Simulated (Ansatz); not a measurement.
## Zn$_{12}$HO$_{12}$: geometry relaxation (part 1 of 4)

The run: geometry relaxation of Zn$_{12}$HO$_{12}$ (slab, 25 atoms in the cell). Method and program: DFT PBE+D3(BJ), scalar-relativistic, plane waves, PAW, spin-polarised (Ansatz 0.2.0).

The structure derives from an entry of the Crystallography Open Database. The input holds or restrains some coordinates.

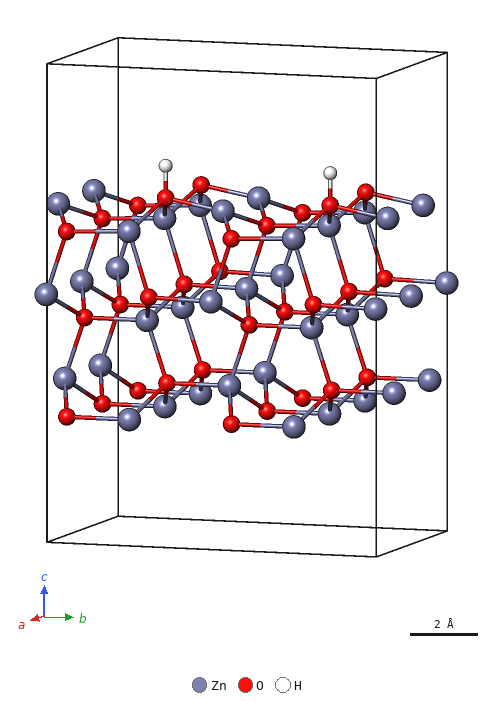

Figure 1. The structure as given in the input (ball-and-stick view of the 1 × 2 repeat of the cell, with the vacuum cut short, seen slightly off an axis).

## Input file
```yaml
crystal:
  lattice:
    - [6.5097053315, 0.0, 0.0]
    - [0.0, 5.2561269447, 0.0]
    - [0.0, 0.0, 25.5771652196]
  atoms:
    - { symbol: Zn, position: [0.5, 0.4999331028, 0.3323276808] }
    - { symbol: Zn, position: [0.0, 0.4999331028, 0.3323276808] }
    - { symbol: O, position: [0.5, 0.1210568972, 0.3323276808] }
    - { symbol: O, position: [0.0, 0.1210568972, 0.3323276808] }
    - { symbol: Zn, position: [0.75, 0.9999331028, 0.3690633794] }
    - { symbol: Zn, position: [0.25, 0.9999331028, 0.3690633794] }
    - { symbol: O, position: [0.75, 0.6210568972, 0.3690633794] }
    - { symbol: O, position: [0.25, 0.6210568972, 0.3690633794] }
    - { symbol: Zn, position: [0.75, 0.4999331028, 0.4425347765] }
    - { symbol: Zn, position: [0.25, 0.4999331028, 0.4425347765] }
    - { symbol: O, position: [0.75, 0.1210568972, 0.4425347765] }
    - { symbol: O, position: [0.25, 0.1210568972, 0.4425347765] }
    - { symbol: Zn, position: [0.0, 0.9957863012, 0.4766794349] }
    - { symbol: Zn, position: [0.5, 0.9957863012, 0.4766794349] }
    - { symbol: O, position: [0.0, 0.6185598735, 0.4786227039] }
    - { symbol: O, position: [0.5, 0.6185598735, 0.4786227039] }
    - { symbol: Zn, position: [0.0, 0.4977728045, 0.5560395124] }
    - { symbol: Zn, position: [0.5, 0.4977728045, 0.5560395124] }
    - { symbol: O, position: [0.0, 0.1197878324, 0.5524926452] }
    - { symbol: O, position: [0.5, 0.1197878324, 0.5524926452] }
    - { symbol: Zn, position: [0.25, 0.9608777022, 0.576292987] }
    - { symbol: Zn, position: [0.75, 0.9608777022, 0.576292987] }
    - { symbol: O, position: [0.25, 0.6125159668, 0.5888857485] }
    - { symbol: O, position: [0.75, 0.6125159668, 0.5888857485] }
    - { symbol: H, position: [0.75, 0.6125159668, 0.6272011753], spin: 1.0 }
basis:
  ecutwfc: 420
kpoints:
  mp_grid: { grid: [4, 5, 1] }
hamiltonian:
  xc: pbe
  dispersion: d3bj
scf:
  occupations: { method: gaussian, width: 0.05 }
output:
  forces: true
  eigenvalues: true
  populations: true
  write_density: true
  write_potential: true
  elf: true
  volumetric_format: npy
magnetization:
  spin_polarized: true
relax:
  adjacent_minimum: "off"
  f_tol: 0.03
  max_steps: 70
  constraints: [{ sites: [0, 1, 2, 3, 4, 5, 6, 7, 8, 9, 10, 11] }]
efield:
  axis: 3
  dipole_correction: true
```

Run as:
```bash
ansatz run input.yaml --threads 8 --pin off --max-ram 22528MiB --backend cpu --events-out ev --progress --plain --runs-dir out
```

## Output
```
Engine: ansatz 0.2.0, x86_64-unknown-linux-gnu
Pseudopotentials: kind: paw
Pseudopotential: Zn, paw, valence charge 12, recommended cutoff 420 eV (normal), Zn.paw.azcp
Pseudopotential: O, paw, valence charge 6, recommended cutoff 420 eV (normal), O.paw.azcp
Pseudopotential: H, paw, valence charge 1, recommended cutoff 420 eV (normal), H.paw.azcp
Functional definition: PBE
  parameter kappa = 0.804
  parameter beta = 0.06672455060314922
  exchange = pbe_x(kappa = kappa, mu = beta*pi^2/3)
  correlation = pbe_c(beta = beta)
Crystal: 25 atoms, lattice volume = 875.144 Å³
Basis set: ecut = 420 eV, 17069 PW (Γ), exchange–correlation on 90×72×360 points (8 copies of the dense FFT grid, shifted against one another)
Bands: 134, of which v1, the nominal top of the filled ones, is band 109 counted from 1 (108 counted from 0)
Symmetry: 2 space group operations
k-points: 9 of 20 (time reversal used)
Non-local potential: Zn, projectors of the file, l = 0: 2, l = 1: 2, l = 2: 3, l = 3: 1
Non-local potential: O, projectors of the file, l = 0: 2, l = 1: 2, l = 2: 1
Non-local potential: H, projectors of the file, l = 0: 2, l = 1: 1
PAW form: soft (Blöchl's): semilocal exchange-correlation on the pseudo side does not see the compensation charge
PAW one-centre angular grid: Zn, 590 points (default); XC on 64 Gauss nodes
PAW one-centre angular grid: O, 110 points (default); XC on 64 Gauss nodes
PAW one-centre angular grid: H, 110 points (default); XC on 64 Gauss nodes
Initial density: superposition of atomic densities (neutral atoms: chi_scale 0, normalization atom)
Starting moments: Σ|m| = 1 μB on 1 of 25 sites
Initial wavefunctions: pseudopotential atomic-orbital guess
Functional: x = pbe(κ = 0.804, μ = 0.2195149727645171), c = pbe(β = 0.06672455060314922)
SCF iter   1: F=—  HF=-46678.933357 eV  |F-HF|=—  |Δ(HF+E_count)|=         —  Δρ=4.48e-2 (↑4.42e-2 ↓4.48e-2)  dr2=8.11e1  dr2_m=3.60e-1  M=0.000 μB ∫|m|=0.197 μB  β_m=0.30  ethr=3.10e-3  p=0.000 e·Å  D=1.05e-6 V/Å  ΔV_dip=-0.00 eV  dr2_dipole=9.31e-1  V_vac-E_F(+/−)=5.12/5.12 eV  ⟨swp⟩=7.2  Hψ=11019  notcnv=0  defer=151
efield: sawtooth ramp at fractional position 0.9298 (placed from the atoms, in the widest stretch of the axis that holds none; the zero of the levels goes with the place), width 0.1000; the density the first Hamiltonian is built on has a dipole p = 0.000 e·Å; the dipole correction subtracts the counter field D = 1.05e-6 V/Å, which shifts the + side's vacuum level by -0.00 eV against the − side's; the planar-averaged density in the ramp window peaks in size at 5.5e-6 e/Å³
preconditioner: auto → Resta (q_TF=auto, 2.162 Å⁻¹)  ε∞=3.3  [insulator: Δε(μ)=0.236 eV  Ē_g=12.141 eV  σ=0.050 eV  W_gap=1.00  n_scr=142 (ndim 8)  ℏωp=18.5 eV  f_vac=0.625  D(μ)=0.01/eV (n_scr^D=0)  ε∞_Penn≈3.3  vacuum switching on, ρ_ref=1.1e-2 e/Å³]
spin=Collinear: Resta preconditioning applied to the charge; magnetization (m = ρ↑ − ρ↓) channel mixes plain (no charge-response kernel on spin).
SCF iter   2: F=—  HF=-46659.650434 eV  |F-HF|=—  |Δ(HF+E_count)|=    1.93e1  Δρ=1.63e-2 (↑1.55e-2 ↓1.63e-2)  dr2=1.01e1  dr2_m=1.83e-1  M=0.042 μB ∫|m|=0.195 μB  β_m=0.30  ethr=3.10e-3  p=0.298 e·Å  D=6.16e-2 V/Å  ΔV_dip=-1.58 eV  dr2_dipole=1.57e-4  V_vac-E_F(+/−)=3.39/4.97 eV  ⟨swp⟩=3.0  Hψ=4999  notcnv=0  defer=336  κ⁻¹=1.0e0(r=1)
SCF iter   3: F=—  HF=-46657.416607 eV  |F-HF|=—  |Δ(HF+E_count)|=    2.23e0  Δρ=1.08e-2 (↑1.02e-2 ↓1.08e-2)  dr2=1.80e0  dr2_m=9.67e-2  M=0.023 μB ∫|m|=0.172 μB  β_m=0.30  ethr=3.10e-3  p=0.293 e·Å  D=6.06e-2 V/Å  ΔV_dip=-1.55 eV  dr2_dipole=2.27e-3  V_vac-E_F(+/−)=2.90/4.45 eV  ⟨swp⟩=2.1  Hψ=4562  notcnv=0  defer=329  κ⁻¹=1.7e-2(r=2)
SCF iter   4: F=—  HF=-46657.113947 eV  |F-HF|=—  |Δ(HF+E_count)|=   3.03e-1  Δρ=4.93e-3 (↑4.51e-3 ↓4.93e-3)  dr2=3.73e-1  dr2_m=5.39e-2  M=0.003 μB ∫|m|=0.134 μB  β_m=0.30  ethr=8.30e-4  p=0.254 e·Å  D=5.26e-2 V/Å  ΔV_dip=-1.35 eV  dr2_dipole=2.94e-3  V_vac-E_F(+/−)=2.86/4.21 eV  ⟨swp⟩=2.4  Hψ=3384  notcnv=0  defer=329  κ⁻¹=2.7e-3(r=3)
SCF iter   5: F=—  HF=-46657.122549 eV  |F-HF|=—  |Δ(HF+E_count)|=   8.60e-3  Δρ=2.14e-3 (↑2.12e-3 ↓2.14e-3)  dr2=2.64e-2  dr2_m=2.96e-2  M=0.012 μB ∫|m|=0.102 μB  β_m=0.30  ethr=1.72e-4  p=0.268 e·Å  D=5.55e-2 V/Å  ΔV_dip=-1.42 eV  dr2_dipole=1.03e-3  V_vac-E_F(+/−)=2.73/4.15 eV  ⟨swp⟩=2.4  Hψ=4372  notcnv=0  defer=336  κ⁻¹=5.3e-4(r=4)
SCF iter   6: F=—  HF=-46657.148624 eV  |F-HF|=—  |Δ(HF+E_count)|=   2.61e-2  Δρ=1.59e-3 (↑1.57e-3 ↓1.59e-3)  dr2=9.20e-3  dr2_m=1.70e-2  M=0.005 μB ∫|m|=0.080 μB  β_m=0.30  ethr=1.21e-5  p=0.257 e·Å  D=5.32e-2 V/Å  ΔV_dip=-1.36 eV  dr2_dipole=2.50e-5  V_vac-E_F(+/−)=2.77/4.13 eV  ⟨swp⟩=2.0  Hψ=4382  notcnv=0  defer=342  κ⁻¹=5.4e-5(r=5)
SCF iter   7: F=—  HF=-46657.168085 eV  |F-HF|=—  |Δ(HF+E_count)|=   1.95e-2  Δρ=1.15e-3 (↑1.15e-3 ↓1.12e-3)  dr2=1.76e-3  dr2_m=9.81e-3  M=0.005 μB ∫|m|=0.063 μB  β_m=0.31  ethr=4.24e-6  p=0.256 e·Å  D=5.30e-2 V/Å  ΔV_dip=-1.36 eV  dr2_dipole=5.43e-5  V_vac-E_F(+/−)=2.76/4.12 eV  ⟨swp⟩=2.1  Hψ=4161  notcnv=0  defer=342
Mixer restart at iter 7: flushing history
spin-set hold released at iteration 7 (site moments contracting): the magnetisation degrees of freedom join the quasi-Newton model from the next iteration; the mixer history was flushed
SCF iter   8: F=—  HF=-46657.176393 eV  |F-HF|=—  |Δ(HF+E_count)|=   8.31e-3  Δρ=8.57e-4 (↑8.56e-4 ↓8.57e-4)  dr2=8.44e-4  dr2_m=5.62e-3  M=0.003 μB ∫|m|=0.050 μB  β_m=0.65  ethr=8.11e-7  p=0.254 e·Å  D=5.25e-2 V/Å  ΔV_dip=-1.34 eV  dr2_dipole=1.58e-6  V_vac-E_F(+/−)=2.77/4.11 eV  ⟨swp⟩=3.0  Hψ=4315  notcnv=0  defer=342
density mixer auto → msr1: gapped (density of states about μ 0.16 of a free-electron gas's, 142 screened modes)
SCF iter   9: F=—  HF=-46657.188014 eV  |F-HF|=—  |Δ(HF+E_count)|=   1.16e-2  Δρ=2.58e-4 (↑2.58e-4 ↓1.81e-4)  dr2=1.50e-3  dr2_m=1.77e-4  M=0.001 μB ∫|m|=0.009 μB  β_m=0.57  ethr=3.89e-7  p=0.256 e·Å  D=5.29e-2 V/Å  ΔV_dip=-1.35 eV  dr2_dipole=3.70e-4  V_vac-E_F(+/−)=2.76/4.11 eV  ⟨swp⟩=3.9  Hψ=6180  notcnv=0  defer=342
SCF iter  10: F=—  HF=-46657.187889 eV  |F-HF|=—  |Δ(HF+E_count)|=   1.25e-4  Δρ=1.10e-4 (↑1.10e-4 ↓9.99e-5)  dr2=5.61e-5  dr2_m=8.10e-5  M=0.000 μB ∫|m|=0.005 μB  β_m=0.77  ethr=3.89e-7  p=0.249 e·Å  D=5.14e-2 V/Å  ΔV_dip=-1.32 eV  dr2_dipole=9.87e-6  V_vac-E_F(+/−)=2.77/4.08 eV  ⟨swp⟩=2.0  Hψ=4234  notcnv=0  defer=349
SCF iter  11: F=—  HF=-46657.187963 eV  |F-HF|=—  |Δ(HF+E_count)|=   7.33e-5  Δρ=7.42e-5 (↑4.84e-5 ↓7.42e-5)  dr2=1.06e-4  dr2_m=4.54e-6  M=0.000 μB ∫|m|=0.001 μB  β_m=0.60  ethr=1.04e-8  p=0.250 e·Å  D=5.17e-2 V/Å  ΔV_dip=-1.32 eV  dr2_dipole=8.58e-6  V_vac-E_F(+/−)=2.77/4.09 eV  ⟨swp⟩=26.4  Hψ=30738  notcnv=0
iter 12 did not close the SCF: its close was put off for a magnetic moment that had not settled (scf_convergence_deferred on its scf_iter line)
SCF iter  12: F=-46657.187938 eV  HF=-46657.187938 eV  |F-HF|=5.72e-7  |Δ(HF+E_count)|=   2.43e-5  Δρ=1.10e-5 (↑4.89e-6 ↓1.10e-5)  dr2=1.17e-6  dr2_m=2.70e-7  M=0.000 μB ∫|m|=0.001 μB  β_m=0.58  ethr=1.04e-8  p=0.249 e·Å  D=5.15e-2 V/Å  ΔV_dip=-1.32 eV  dr2_dipole=1.29e-9  V_vac-E_F(+/−)=2.77/4.09 eV  ⟨swp⟩=13.6  Hψ=24842  notcnv=0
SCF iter  13: F=-46657.187938 eV  HF=-46657.187939 eV  |F-HF|=1.44e-7  |Δ(HF+E_count)|=   1.54e-7  Δρ=4.17e-6 (↑4.17e-6 ↓3.15e-6)  dr2=2.40e-7  dr2_m=4.29e-8  M=0.000 μB ∫|m|=0.000 μB  ethr=5.41e-10  p=0.249 e·Å  D=5.15e-2 V/Å  ΔV_dip=-1.32 eV  dr2_dipole=3.14e-9  V_vac-E_F(+/−)=2.77/4.09 eV  ⟨swp⟩=10.3  Hψ=19586  notcnv=0
WARN: the starting moments were not kept: the SCF closed with an absolute magnetisation of 2.1e-4 μB, where they sum to 1 μB in size (1 site). That is at most 0.1 of that sum. Measured as dr2_m measures the in/out step, that magnetisation stands 6.4e-9 eV from none, at or under the dr2_threshold of 2.3e-5 eV: it is no larger than a step whose dr2_m would equal this threshold. The system may hold no moment; this SCF shows only that its start led to no more than that. To try another start: raise the starting moments (crystal.atoms[].spin, magnetization.per_species, magnetization.initial_magnetization, or on a non-collinear deck that types none of these the spinor_matrix: blocks that start its atoms; where the total moment is fixed, keep their sum and leave initial_magnetization as it is; typed ones take the place of any that the run laid by itself, positive ones on a crystal's lanthanoids without a Hubbard term where scf.initial_density.shell_occupations: [] is typed) or, if the notice of its spin-set hold's release reads "site moments contracting" or "site moments show no strong build", lengthen the hold (scf.mixing.spin_hold: { on: { confirm: 4 } }; for m-r²SCAN on two components see the key's manual first). Each may lead to a state that holds a moment. A second SCF, from the converged charge density, with the starting moments and any scf.initial_density.shell_occupations laid on it anew, would have followed, and was not run: the deck does not ask for one (magnetization.retry_lost_moments is false, the default). To let it run, set magnetization.retry_lost_moments: true and run the deck again, where that key's refused combinations let it; where memory then withholds it, that run's warning says so.
SCF 1 converged in 13 iterations: F = -46657.187938 eV  dr2 = 2.40e-7
  greatest PAW one-centre occupation: 0.988 electrons in one spin orbital (limit 2), on the Zn atom at site 1 (counted from 0), in its partial waves of l = 2
relax step   1: F+E_penalty+E_count = -46657.18793843 eV  Δ(F+E_penalty+E_count) = +0.000e0 eV  max|allowed force component| = 2.343e0 eV/Å  Δτ_max = 0.0000 Å  (13 SCF iters, dr2 threshold 2.25e-5 eV, accepted)
Initial density: handed on by an earlier stage of this run
Starting moments: Σ|m| = 1 μB on 1 of 25 sites; this step starts from the density that it was given
Initial wavefunctions: those handed on with the density
iter 1 solved again at ethr=3.11e-5 eV; its pass at ethr=3.10e-3 eV (dr2=6.76e-2 eV) is discarded
SCF iter   1: F=—  HF=-46657.468810 eV  |F-HF|=—  |Δ(HF+E_count)|=         —  Δρ=2.51e-3 (↑1.89e-3 ↓2.51e-3)  dr2=7.22e-2  dr2_m=1.99e-2  M=0.001 μB ∫|m|=0.041 μB  β_m=0.30  ethr=3.11e-5  p=0.249 e·Å  D=5.15e-2 V/Å  ΔV_dip=-1.32 eV  dr2_dipole=8.61e-3  V_vac-E_F(+/−)=2.79/4.11 eV  ⟨swp⟩=2.0  Hψ=9620  notcnv=0  defer=336
efield: sawtooth ramp at fractional position 0.9298 (handed on by an earlier solve), width 0.1000; the density the first Hamiltonian is built on has a dipole p = 0.249 e·Å; the dipole correction subtracts the counter field D = 5.15e-2 V/Å, which shifts the + side's vacuum level by -1.32 eV against the − side's; the planar-averaged density in the ramp window peaks in size at 6.8e-6 e/Å³
preconditioner: auto → Resta (q_TF=auto, 2.162 Å⁻¹)  ε∞=3.6  [insulator: Δε(μ)=0.136 eV  Ē_g=11.426 eV  σ=0.050 eV  W_gap=0.95  n_scr=142 (ndim 8)  ℏωp=18.5 eV  f_vac=0.633  D(μ)=0.32/eV (n_scr^D=2)  ε∞_Penn≈3.6  vacuum switching on, ρ_ref=9.5e-3 e/Å³]
spin=Collinear: Resta preconditioning applied to the charge; magnetization (m = ρ↑ − ρ↓) channel mixes plain (no charge-response kernel on spin).
SCF iter   2: F=—  HF=-46657.485048 eV  |F-HF|=—  |Δ(HF+E_count)|=   1.62e-2  Δρ=1.81e-3 (↑1.34e-3 ↓1.81e-3)  dr2=2.25e-2  dr2_m=1.09e-2  M=0.000 μB ∫|m|=0.031 μB  β_m=0.30  ethr=3.11e-5  p=0.224 e·Å  D=4.63e-2 V/Å  ΔV_dip=-1.18 eV  dr2_dipole=1.29e-5  V_vac-E_F(+/−)=2.85/4.04 eV  ⟨swp⟩=2.0  Hψ=4107  notcnv=0  defer=336  κ⁻¹=1.0e0(r=1)
density mixer auto → broyden: gapped, where msr1 would fit the directions that read negative (density of states about μ 0.16 of a free-electron gas's, 142 screened modes)
SCF iter   3: F=—  HF=-46657.501065 eV  |F-HF|=—  |Δ(HF+E_count)|=   1.60e-2  Δρ=1.10e-3 (↑8.03e-4 ↓1.10e-3)  dr2=7.68e-3  dr2_m=4.24e-3  M=0.000 μB ∫|m|=0.021 μB  β_m=0.30  ethr=1.04e-5  p=0.224 e·Å  D=4.63e-2 V/Å  ΔV_dip=-1.19 eV  dr2_dipole=5.07e-5  V_vac-E_F(+/−)=2.85/4.04 eV  ⟨swp⟩=2.1  Hψ=4203  notcnv=0  defer=343  κ⁻¹=9.0e-2(r=2)
SCF iter   4: F=—  HF=-46657.511654 eV  |F-HF|=—  |Δ(HF+E_count)|=   1.06e-2  Δρ=1.70e-4 (↑1.63e-4 ↓1.70e-4)  dr2=5.42e-4  dr2_m=1.30e-4  M=0.000 μB ∫|m|=0.005 μB  β_m=0.30  ethr=3.54e-6  p=0.232 e·Å  D=4.79e-2 V/Å  ΔV_dip=-1.23 eV  dr2_dipole=1.54e-5  V_vac-E_F(+/−)=2.83/4.05 eV  ⟨swp⟩=2.6  Hψ=4338  notcnv=0  defer=352  κ⁻¹=4.4e-3(r=3)
SCF iter   5: F=—  HF=-46657.511946 eV  |F-HF|=—  |Δ(HF+E_count)|=   2.92e-4  Δρ=8.64e-5 (↑8.64e-5 ↓7.46e-5)  dr2=1.24e-4  dr2_m=2.63e-5  M=-0.000 μB ∫|m|=0.002 μB  β_m=0.30  ethr=2.50e-7  p=0.235 e·Å  D=4.85e-2 V/Å  ΔV_dip=-1.24 eV  dr2_dipole=4.14e-7  V_vac-E_F(+/−)=2.81/4.06 eV  ⟨swp⟩=2.5  Hψ=3936  notcnv=0  defer=352  κ⁻¹=1.2e-3(r=4)
iter 6 did not close the SCF: its close was put off for a magnetic moment that had not settled (scf_convergence_deferred on its scf_iter line)
SCF iter   6: F=-46657.512020 eV  HF=-46657.512009 eV  |F-HF|=1.12e-5  |Δ(HF+E_count)|=   6.26e-5  Δρ=3.94e-5 (↑3.94e-5 ↓3.30e-5)  dr2=1.80e-5  dr2_m=4.99e-6  M=-0.000 μB ∫|m|=0.001 μB  β_m=0.30  ethr=4.61e-8  p=0.235 e·Å  D=4.86e-2 V/Å  ΔV_dip=-1.24 eV  dr2_dipole=1.74e-7  V_vac-E_F(+/−)=2.81/4.05 eV  ⟨swp⟩=20.2  Hψ=26153  notcnv=0  κ⁻¹=2.5e-4(r=5)
iter 7 did not close the SCF: its close was put off for a magnetic moment that had not settled (scf_convergence_deferred on its scf_iter line)
SCF iter   7: F=-46657.512023 eV  HF=-46657.512020 eV  |F-HF|=3.06e-6  |Δ(HF+E_count)|=   1.08e-5  Δρ=1.71e-5 (↑1.71e-5 ↓1.55e-5)  dr2=4.35e-6  dr2_m=1.06e-6  M=-0.000 μB ∫|m|=0.000 μB  β_m=0.30  ethr=8.30e-9  p=0.236 e·Å  D=4.87e-2 V/Å  ΔV_dip=-1.25 eV  dr2_dipole=6.72e-8  V_vac-E_F(+/−)=2.81/4.05 eV  ⟨swp⟩=13.5  Hψ=21950  notcnv=0  κ⁻¹=3.1e-5(r=6)
SCF iter   8: F=-46657.512024 eV  HF=-46657.512024 eV  |F-HF|=3.45e-7  |Δ(HF+E_count)|=   3.90e-6  Δρ=4.92e-6 (↑4.86e-6 ↓4.92e-6)  dr2=3.71e-7  dr2_m=8.27e-8  M=-0.000 μB ∫|m|=0.000 μB  ethr=2.00e-9  p=0.236 e·Å  D=4.88e-2 V/Å  ΔV_dip=-1.25 eV  dr2_dipole=1.03e-8  V_vac-E_F(+/−)=2.81/4.05 eV  ⟨swp⟩=11.9  Hψ=20780  notcnv=0
the starting moments were not kept: the SCF closed with an absolute magnetisation of 1.2e-4 μB, where they sum to 1 μB in size (1 site). That is at most 0.1 of that sum. Measured as dr2_m measures the in/out step, that magnetisation stands 5.6e-9 eV from none, at or under the dr2_threshold of 1.0e-4 eV: it is no larger than a step whose dr2_m would equal this threshold.
SCF 2 converged in 8 iterations: F = -46657.512024 eV  dr2 = 3.71e-7
[... from here on the iterations of each SCF are left out, up to the last one ...]
relax step   2: F+E_penalty+E_count = -46657.51202398 eV  Δ(F+E_penalty+E_count) = -3.241e-1 eV  max|allowed force component| = 1.330e0 eV/Å  Δτ_max = 0.1132 Å  (8 SCF iters, dr2 threshold 1.00e-4 eV, accepted)
[... from here on the SCF iterations and repeated set-up lines of each step are left out, up to the last step ...]
SCF 3 converged in 9 iterations: F = -46657.755639 eV  dr2 = 5.95e-7
relax step   3: F+E_penalty+E_count = -46657.75563896 eV  Δ(F+E_penalty+E_count) = -2.436e-1 eV  max|allowed force component| = 1.035e0 eV/Å  Δτ_max = 0.1941 Å  (9 SCF iters, dr2 threshold 1.00e-4 eV, accepted)
SCF 4 converged in 7 iterations: F = -46657.764945 eV  dr2 = 4.64e-7
relax step   4: F+E_penalty+E_count = -46657.76494527 eV  Δ(F+E_penalty+E_count) = -9.306e-3 eV  max|allowed force component| = 3.394e-1 eV/Å  Δτ_max = 0.0415 Å  (7 SCF iters, dr2 threshold 1.00e-4 eV, accepted)
SCF 5 converged in 9 iterations: F = -46657.772966 eV  dr2 = 3.32e-8
```
